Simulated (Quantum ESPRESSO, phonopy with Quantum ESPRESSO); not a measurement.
# Grüneisen parameters and expansion of KI (Fm-3m), part 6 of 8

Wanted: mode Grüneisen parameters of KI and a free-energy fit over volumes.

What experiment has found for this phase:
- volume expansion coefficient 113.7 1e-6/K near room temperature (given in “Descriptors for thermal expansion in solids”, 2017, arXiv:1701.03966)

Quantum ESPRESSO 7.5; DFT LDA, scalar-relativistic, plane waves, GBRV ultrasoft pseudopotentials.

So far, highest frequency (cm⁻¹): step 8 (lattice dynamics at this volume, V/V0 1) 149.

**9. Ground state at this cell, V/V0 1.015**

A tight ground state at this cell gives the energy of this member; its pressure is the stress at this cutoff, which can carry an offset from the finite basis.

This step: DFT LDA, scalar-relativistic, plane waves, GBRV ultrasoft pseudopotentials (Quantum ESPRESSO 7.5).

System of this step: KI. Symmetry: Fm-3m, No. 225, cubic system. Conventional cell: a = 6.817 Å, b = 6.817 Å, c = 6.817 Å, α = 90.00°, β = 90.00°, γ = 90.00°. K has 6 I at 3.41 Å nearest. I has 6 K at 3.41 Å nearest. Farther neighbours and most contacts between anions are not listed.

Input file scf.in:

```
&control
   calculation = 'scf'
   prefix = 'x'
   outdir = './tmp'
   pseudo_dir = './pseudo'
   tprnfor = .true.
   tstress = .true.
/
&system
   ibrav = 0
   nat = 2
   ntyp = 2
   ecutwfc = 40.0
   ecutrho = 240.0
   occupations = 'fixed'
   nbnd = 10
/
&electrons
   conv_thr = 1.0d-12
   mixing_beta = 0.7
   electron_maxstep = 100
/
ATOMIC_SPECIES
 K      39.0983  K.upf
 I     126.9045  I.upf
CELL_PARAMETERS angstrom
     0.000000000    3.408744032    3.408744032
     3.408744032    0.000000000    3.408744032
     3.408744032    3.408744032    0.000000000
ATOMIC_POSITIONS crystal
 K      0.000000000   0.000000000   0.000000000
 I      0.500000000   0.500000000   0.500000000
K_POINTS automatic
 8 8 8 0 0 0
```

Started as:

```sh
$ OMP_NUM_THREADS=1 mpirun -n 8 pw.x -nk 8 -in scf.in > scf.out
```

The log of the run:

```text
[banner, memory and clock lines left out]
Program PWSCF v.7.5

     Message from routine setup:
     using ibrav=0 with symmetry is DISCOURAGED, use correct ibrav instead

     G-vector sticks info

     bravais-lattice index     =            0
     lattice parameter (alat)  =       9.1098  a.u.
     unit-cell volume          =     534.5764 (a.u.)^3
     number of atoms/cell      =            2
     number of atomic types    =            2
     number of electrons       =        16.00
[...]
atom    2 type  2   force =     0.00000000   -0.00000000    0.00000000

     Total force =     0.000000     Total SCF correction =     0.000000

     Computing stress (Cartesian axis) and pressure

          total   stress  (Ry/bohr**3)                   (kbar)     P=       -5.33
  -0.00003623   0.00000000   0.00000000           -5.33        0.00        0.00
   0.00000000  -0.00003623   0.00000000            0.00       -5.33        0.00
   0.00000000   0.00000000  -0.00003623            0.00        0.00       -5.33

     XML data file, charge density, pseudopotentials, collected wavefunctions
[key lines of the parts left out:]
!    total energy              =    -121.87448383 Ry
convergence has been achieved in  19 iterations
```

The job ended after 14 s (8 MPI ranks of Arm Neoverse N1, shared host).

At this level the gap is 3.86 eV on the k-mesh of the self-consistent run, which can miss the band edges.

**10. Born charges and dielectric tensor**

In a polar crystal the Born charges and ε∞ give the long-range dipole term that a finite supercell misses. They are those of this k-mesh and were not tested on a denser one; where the gap is small they converge slowly, and the LO modes with them.

Input file ph.in:

```
phonons
&inputph
   prefix = 'x'
   outdir = './tmp'
   fildyn = 'x.dyn'
   tr2_ph = 1.0d-18
   epsil = .true.
/
0.000000000 0.000000000 0.000000000
```

scf.in is that of step 9.

Started as:

```sh
$ OMP_NUM_THREADS=1 mpirun -n 8 ph.x -nk 8 -in ph.in > ph.out
```

The log of the run:

```text
[banner, memory and clock lines left out]
Program PHONON v.7.5

     ./tmp/x.save/

     IMPORTANT: XC functional enforced from input :
     Exchange-correlation= PZ
                           (   1   1   0   0   0   0   0)
     Any further DFT definition will be discarded
     Please, verify this is what you really want

     G-vector sticks info

     Check: negative core charge=   -0.000002
     Reading collected, re-writing distributed wavefunctions in ./tmp/

     Number and degeneracy of irreps per q-point
       N         xq(1)         xq(2)         xq(3)   N irreps
[...]
freq (    1) =      -0.175203 [THz] =      -5.844145 [cm-1]
     freq (    2) =      -0.175203 [THz] =      -5.844145 [cm-1]
     freq (    3) =      -0.175203 [THz] =      -5.844145 [cm-1]
     freq (    4) =       3.440710 [THz] =     114.769744 [cm-1]
     freq (    5) =       3.440710 [THz] =     114.769744 [cm-1]
     freq (    6) =       3.440710 [THz] =     114.769744 [cm-1]
 **************************************************************************

     Mode symmetry, O_h (m-3m)  point group:

     freq (   1-   3) =         -5.8  [cm-1]   --> T_1u G_15  G_4- I
     freq (   4-   6) =        114.8  [cm-1]   --> T_1u G_15  G_4- I
```

Run time: 2.8 min. Hardware: 8 MPI ranks.

The Born charges sum to zero within 0.015 e; the rest is removed before use. Acoustic frequencies in this log differ from zero by the error of the sum rule, which ph.x does not impose.

**11. A displaced supercell**

One atom (for the harmonic constants) or a pair of atoms (for the cubic ones) is moved by a few hundredths of an ångström; the forces on all atoms give a column of force constants. The threshold is tight because the forces are small.

System of this step: KI. Symmetry: Imm2, No. 44, orthorhombic system. Conventional cell: a = 9.641 Å, b = 13.635 Å, c = 9.641 Å, α = 90.00°, β = 90.00°, γ = 90.00°. K has 6 I at 3.39 to 3.42 Å nearest. K has 6 I at 3.41 Å nearest. Nearest to K lie 6 I at 3.41 Å. Nearest to I lie 6 K at 3.41 Å. Farther neighbours and most contacts between anions are not listed.

Input file disp-00001.in:

```
&control
   calculation = 'scf'
   prefix = 'x'
   outdir = './tmp'
   pseudo_dir = './pseudo'
   tprnfor = .true.
   disk_io = 'none'
/
&system
   ibrav = 0
   nat = 16
   ntyp = 2
   ecutwfc = 40.0
   ecutrho = 240.0
   occupations = 'fixed'
   nbnd = 66
/
&electrons
   conv_thr = 1.0d-11
   mixing_beta = 0.7
   electron_maxstep = 100
/
ATOMIC_SPECIES
 K      39.0983  K.upf
 I     126.9045  I.upf
CELL_PARAMETERS angstrom
     0.000000000    6.817488064    6.817488064
     6.817488064    0.000000000    6.817488064
     6.817488064    6.817488064    0.000000000
ATOMIC_POSITIONS crystal
 K      0.002074391   0.000000000   0.000000000
 K      0.500000000   0.000000000   0.000000000
 K      0.000000000   0.500000000   0.000000000
 K      0.500000000   0.500000000   0.000000000
 K      0.000000000   0.000000000   0.500000000
 K      0.500000000   0.000000000   0.500000000
 K      0.000000000   0.500000000   0.500000000
 K      0.500000000   0.500000000   0.500000000
 I      0.250000000   0.250000000   0.250000000
 I      0.750000000   0.250000000   0.250000000
 I      0.250000000   0.750000000   0.250000000
 I      0.750000000   0.750000000   0.250000000
 I      0.250000000   0.250000000   0.750000000
 I      0.750000000   0.250000000   0.750000000
 I      0.250000000   0.750000000   0.750000000
 I      0.750000000   0.750000000   0.750000000
K_POINTS automatic
 2 2 2 0 0 0
```

Started as:

```sh
$ OMP_NUM_THREADS=1 mpirun -n 4 pw.x -nk 4 -in disp-00001.in > disp-00001.out
```

The log of the run:

```text
[banner, memory and clock lines left out]
Program PWSCF v.7.5

     Message from routine setup:
     using ibrav=0 with symmetry is DISCOURAGED, use correct ibrav instead

     G-vector sticks info

     bravais-lattice index     =            0
     lattice parameter (alat)  =      18.2196  a.u.
     unit-cell volume          =    4276.6111 (a.u.)^3
     number of atoms/cell      =           16
     number of atomic types    =            2
     number of electrons       =       128.00
[...]
atom    1 type  1   force =    -0.00000000   -0.00098884   -0.00098884
     atom    2 type  1   force =     0.00000000    0.00014709    0.00014709
     atom    3 type  1   force =     0.00011550   -0.00000803    0.00003190
[...]
atom   15 type  2   force =     0.00000196    0.00001290    0.00001290
     atom   16 type  2   force =     0.00000015   -0.00000743   -0.00000743

     Total force =     0.001633     Total SCF correction =     0.000001
     Message from routine punch:
     Nothing written, as per user request (disk_io='none')
[key lines of the parts left out:]
!    total energy              =    -974.99440654 Ry
convergence has been achieved in  22 iterations
```

Elapsed: 10 min, on 4 MPI ranks.

**12. Phonons, V/V0 1.015**

This step: DFT LDA, scalar-relativistic, plane waves, GBRV ultrasoft pseudopotentials (phonopy with Quantum ESPRESSO 4.10.0 / 7.5).

Run time: 10 min. Hardware: 8 threads; 77 min of CPU time.

No mode is imaginary beyond numerical noise along the path. The highest zone-centre mode (no LO–TO term) moved by -3.3 % for a volume change of +1.5 %.

The time given is that of the 2 pw.x runs on displaced cells behind this step.

**13. Ground state at this cell, V/V0 0.985**

A tight ground state at this cell gives the energy of this member; its pressure is the stress at this cutoff, which can carry an offset from the finite basis.

This step: DFT LDA, scalar-relativistic, plane waves, GBRV ultrasoft pseudopotentials (Quantum ESPRESSO 7.5).

System of this step: KI. The structure is cubic, space group Fm-3m (No. 225). Conventional cell: a = 6.750 Å, b = 6.750 Å, c = 6.750 Å, α = 90.00°, β = 90.00°, γ = 90.00°. K has 6 I at 3.37 Å nearest. Nearest to I lie 6 K at 3.37 Å. Farther neighbours and most contacts between anions are not listed.

scf.in: that of step 10 with these lines changed.

```diff
@@ -26,5 +26,5 @@
 CELL_PARAMETERS angstrom
-     0.000000000    3.408744032    3.408744032
-     3.408744032    0.000000000    3.408744032
-     3.408744032    3.408744032    0.000000000
+     0.000000000    3.374823931    3.374823931
+     3.374823931    0.000000000    3.374823931
+     3.374823931    3.374823931    0.000000000
 ATOMIC_POSITIONS crystal
```

Started as:

```sh
$ OMP_NUM_THREADS=1 mpirun -n 8 pw.x -nk 8 -in scf.in > scf.out
```

The log of the run:

```text
[banner, memory and clock lines left out]
Program PWSCF v.7.5

     Message from routine setup:
     using ibrav=0 with symmetry is DISCOURAGED, use correct ibrav instead

     G-vector sticks info

     bravais-lattice index     =            0
     lattice parameter (alat)  =       9.0191  a.u.
     unit-cell volume          =     518.7761 (a.u.)^3
     number of atoms/cell      =            2
     number of atomic types    =            2
     number of electrons       =        16.00
[...]
atom    2 type  2   force =    -0.00000000   -0.00000000    0.00000000

     Total force =     0.000000     Total SCF correction =     0.000000

     Computing stress (Cartesian axis) and pressure

          total   stress  (Ry/bohr**3)                   (kbar)     P=       -0.27
  -0.00000184  -0.00000000   0.00000000           -0.27       -0.00        0.00
  -0.00000000  -0.00000184   0.00000000           -0.00       -0.27        0.00
   0.00000000   0.00000000  -0.00000184            0.00        0.00       -0.27

     XML data file, charge density, pseudopotentials, collected wavefunctions
[key lines of the parts left out:]
!    total energy              =    -121.87423942 Ry
convergence has been achieved in  14 iterations
```

Wall time 11 s (8 MPI ranks); 89 s of CPU time.

The run ends at a pressure of -0.03 GPa.

**14. Born charges and dielectric tensor**

In a polar crystal the Born charges and ε∞ give the long-range dipole term that a finite supercell misses. They are those of this k-mesh and were not tested on a denser one; where the gap is small they converge slowly, and the LO modes with them.

ph.in is that of step 10.

scf.in is that of step 13.

Started as:

```sh
$ OMP_NUM_THREADS=1 mpirun -n 8 ph.x -nk 8 -in ph.in > ph.out
```

The log of the run:

```text
[banner, memory and clock lines left out]
Program PHONON v.7.5

     ./tmp/x.save/

     IMPORTANT: XC functional enforced from input :
     Exchange-correlation= PZ
                           (   1   1   0   0   0   0   0)
     Any further DFT definition will be discarded
     Please, verify this is what you really want

     G-vector sticks info

     Check: negative core charge=   -0.000002
     Reading collected, re-writing distributed wavefunctions in ./tmp/

     Number and degeneracy of irreps per q-point
       N         xq(1)         xq(2)         xq(3)   N irreps
[...]
freq (    1) =      -0.194019 [THz] =      -6.471773 [cm-1]
     freq (    2) =      -0.194019 [THz] =      -6.471773 [cm-1]
     freq (    3) =      -0.194019 [THz] =      -6.471773 [cm-1]
     freq (    4) =       3.679340 [THz] =     122.729560 [cm-1]
     freq (    5) =       3.679340 [THz] =     122.729560 [cm-1]
     freq (    6) =       3.679340 [THz] =     122.729560 [cm-1]
 **************************************************************************

     Mode symmetry, O_h (m-3m)  point group:

     freq (   1-   3) =         -6.5  [cm-1]   --> T_1u G_15  G_4- I
     freq (   4-   6) =        122.7  [cm-1]   --> T_1u G_15  G_4- I
```

Elapsed: 2.7 min, on 8 MPI ranks.

ε∞:

```
3.18 0.00 0.00
0.00 3.18 0.00
0.00 0.00 3.18
```

The Born charges sum to zero within 0.015 e; the rest is removed before use. Acoustic frequencies in this log differ from zero by the error of the sum rule, which ph.x does not impose.

**15. A displaced supercell**

One atom (for the harmonic constants) or a pair of atoms (for the cubic ones) is moved by a few hundredths of an ångström; the forces on all atoms give a column of force constants. The threshold is tight because the forces are small.

System of this step: KI. The structure is orthorhombic, space group Imm2 (No. 44). Conventional cell: a = 9.545 Å, b = 13.499 Å, c = 9.545 Å, α = 90.00°, β = 90.00°, γ = 90.00°. Nearest to K lie 6 I at 3.36 to 3.39 Å. Nearest to K lie 6 I at 3.37 Å. K has 6 I at 3.37 Å nearest. Nearest to I lie 6 K at 3.37 Å. Farther neighbours and most contacts between anions are not listed.

disp-00001.in: that of step 11 with these lines changed.

```diff
@@ -26,7 +26,7 @@
 CELL_PARAMETERS angstrom
-     0.000000000    6.817488064    6.817488064
-     6.817488064    0.000000000    6.817488064
-     6.817488064    6.817488064    0.000000000
+     0.000000000    6.749647861    6.749647861
+     6.749647861    0.000000000    6.749647861
+     6.749647861    6.749647861    0.000000000
 ATOMIC_POSITIONS crystal
- K      0.002074391   0.000000000   0.000000000
+ K      0.002095241   0.000000000   0.000000000
  K      0.500000000   0.000000000   0.000000000
```

Started as:

```sh
$ OMP_NUM_THREADS=1 mpirun -n 4 pw.x -nk 4 -in disp-00001.in > disp-00001.out
```

The log of the run:

```text
[banner, memory and clock lines left out]
Program PWSCF v.7.5

     Message from routine setup:
     using ibrav=0 with symmetry is DISCOURAGED, use correct ibrav instead

     G-vector sticks info

     bravais-lattice index     =            0
     lattice parameter (alat)  =      18.0383  a.u.
     unit-cell volume          =    4150.2088 (a.u.)^3
     number of atoms/cell      =           16
     number of atomic types    =            2
     number of electrons       =       128.00
[...]
atom    1 type  1   force =     0.00000000   -0.00111068   -0.00111068
     atom    2 type  1   force =    -0.00000000    0.00015247    0.00015247
     atom    3 type  1   force =     0.00011816   -0.00000897    0.00003457
[...]
atom   15 type  2   force =     0.00000220    0.00000796    0.00000796
     atom   16 type  2   force =     0.00000029   -0.00000730   -0.00000730

     Total force =     0.001845     Total SCF correction =     0.000006
     Message from routine punch:
     Nothing written, as per user request (disk_io='none')
[key lines of the parts left out:]
!    total energy              =    -974.99269724 Ry
convergence has been achieved in  24 iterations
```

Elapsed: 10 min, on 4 MPI ranks; 40 min of CPU time.

**16. Lattice dynamics at this volume, V/V0 0.985**

This step: DFT LDA, scalar-relativistic, plane waves, GBRV ultrasoft pseudopotentials (phonopy with Quantum ESPRESSO 4.10.0 / 7.5).

Run time: 10 min. Hardware: 8 threads.

Phonopy, LO-TO term from ph.x's tensors. The phonon branches at the labelled points (cm⁻¹):

| point | branch 1 | branch 2 | branch 3 | branch 4 | branch 5 | branch 6 |
| --- | --- | --- | --- | --- | --- | --- |
| Γ | 0 | 0 | 0 | 123 | 123 | 152 |
| X | 26 | 26 | 46 | 127 | 127 | 133 |
| U | 42 | 44 | 54 | 120 | 129 | 133 |
| jump to K | 42 | 44 | 54 | 120 | 129 | 133 |
| Γ | 0 | 0 | 0 | 123 | 123 | 152 |
| L | 63 | 63 | 74 | 110 | 110 | 145 |
| W | 37 | 37 | 64 | 117 | 132 | 132 |
| X | 26 | 26 | 46 | 127 | 127 | 133 |

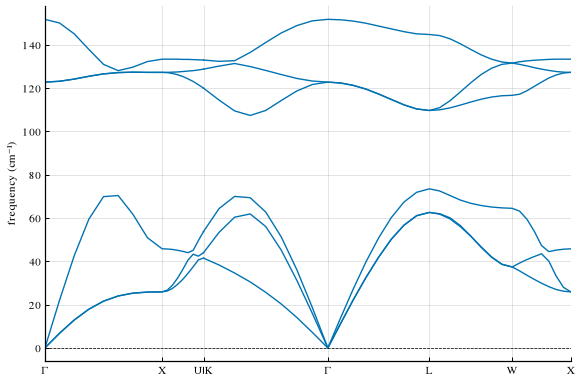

Phonon branches along the path.

No mode is imaginary beyond numerical noise along the path. The highest zone-centre mode (no LO–TO term) moved by +3.3 % for a volume change of -1.5 %.

The time given is that of the 2 pw.x runs on displaced cells behind this step.

**17. Ground state at this cell, V/V0 1.03**

A tight ground state at this cell gives the energy of this member; its pressure is the stress at this cutoff, which can carry an offset from the finite basis.

This step: DFT LDA, scalar-relativistic, plane waves, GBRV ultrasoft pseudopotentials (Quantum ESPRESSO 7.5).

System of this step: KI. Symmetry: Fm-3m, No. 225, cubic system. The conventional cell has a = 6.851 Å, b = 6.851 Å, c = 6.851 Å, α = 90.00°, β = 90.00°, γ = 90.00°. Nearest to K lie 6 I at 3.43 Å. Nearest to I lie 6 K at 3.43 Å. Farther neighbours and most contacts between anions are not listed.

scf.in: that of step 14 with these lines changed.

```diff
@@ -26,5 +26,5 @@
 CELL_PARAMETERS angstrom
-     0.000000000    3.374823931    3.374823931
-     3.374823931    0.000000000    3.374823931
-     3.374823931    3.374823931    0.000000000
+     0.000000000    3.425453828    3.425453828
+     3.425453828    0.000000000    3.425453828
+     3.425453828    3.425453828    0.000000000
 ATOMIC_POSITIONS crystal
```

Started as:

```sh
$ OMP_NUM_THREADS=1 mpirun -n 8 pw.x -nk 8 -in scf.in > scf.out
```

The log of the run:

```text
[banner, memory and clock lines left out]
Program PWSCF v.7.5

     Message from routine setup:
     using ibrav=0 with symmetry is DISCOURAGED, use correct ibrav instead

     G-vector sticks info

     bravais-lattice index     =            0
     lattice parameter (alat)  =       9.1544  a.u.
     unit-cell volume          =     542.4765 (a.u.)^3
     number of atoms/cell      =            2
     number of atomic types    =            2
     number of electrons       =        16.00
[...]
atom    2 type  2   force =     0.00000000    0.00000000   -0.00000000

     Total force =     0.000000     Total SCF correction =     0.000000

     Computing stress (Cartesian axis) and pressure

          total   stress  (Ry/bohr**3)                   (kbar)     P=       -7.50
  -0.00005097   0.00000000   0.00000000           -7.50        0.00        0.00
   0.00000000  -0.00005097   0.00000000            0.00       -7.50        0.00
   0.00000000   0.00000000  -0.00005097            0.00        0.00       -7.50

     XML data file, charge density, pseudopotentials, collected wavefunctions
[key lines of the parts left out:]
!    total energy              =    -121.87443537 Ry
convergence has been achieved in  25 iterations
```

It took 15 s on 8 MPI ranks.

The run ends at a pressure of -0.75 GPa.

**18. Zone-centre response**

In a polar crystal the Born charges and ε∞ give the long-range dipole term that a finite supercell misses. They are those of this k-mesh and were not tested on a denser one; where the gap is small they converge slowly, and the LO modes with them.

ph.in is that of step 14.

scf.in is that of step 17.

Started as:

```sh
$ OMP_NUM_THREADS=1 mpirun -n 8 ph.x -nk 8 -in ph.in > ph.out
```

The log of the run:

```text
[banner, memory and clock lines left out]
Program PHONON v.7.5

     ./tmp/x.save/

     IMPORTANT: XC functional enforced from input :
     Exchange-correlation= PZ
                           (   1   1   0   0   0   0   0)
     Any further DFT definition will be discarded
     Please, verify this is what you really want

     G-vector sticks info

     Check: negative core charge=   -0.000002
     Reading collected, re-writing distributed wavefunctions in ./tmp/

     Number and degeneracy of irreps per q-point
       N         xq(1)         xq(2)         xq(3)   N irreps
[...]
freq (    1) =      -0.192563 [THz] =      -6.423219 [cm-1]
     freq (    2) =      -0.192563 [THz] =      -6.423219 [cm-1]
     freq (    3) =      -0.192563 [THz] =      -6.423219 [cm-1]
     freq (    4) =       3.327629 [THz] =     110.997741 [cm-1]
     freq (    5) =       3.327629 [THz] =     110.997741 [cm-1]
     freq (    6) =       3.327629 [THz] =     110.997741 [cm-1]
 **************************************************************************

     Mode symmetry, O_h (m-3m)  point group:

     freq (   1-   3) =         -6.4  [cm-1]   --> T_1u G_15  G_4- I
     freq (   4-   6) =        111.0  [cm-1]   --> T_1u G_15  G_4- I
```

Elapsed: 2.5 min, on 8 MPI ranks; 20 min of CPU time.

The Born charges sum to zero within 0.015 e; the rest is removed before use. Acoustic frequencies in this log differ from zero by the error of the sum rule, which ph.x does not impose.

(Continued in part 7 of 8.)

[Logs are printed without paths, hosts, clocks, repeated set-up lines and the standing remarks that a program may print on its own settings, such as how far it seeks lower states.]

[Hosts, paths, dates, database ids (printed as entryN), source tags and the programs' standing remarks are cut or masked in the printed files.]

[A step with changed settings may run another functional than the one named; its input shows which.]

[Of the runs on displaced cells, only some may be shown.]
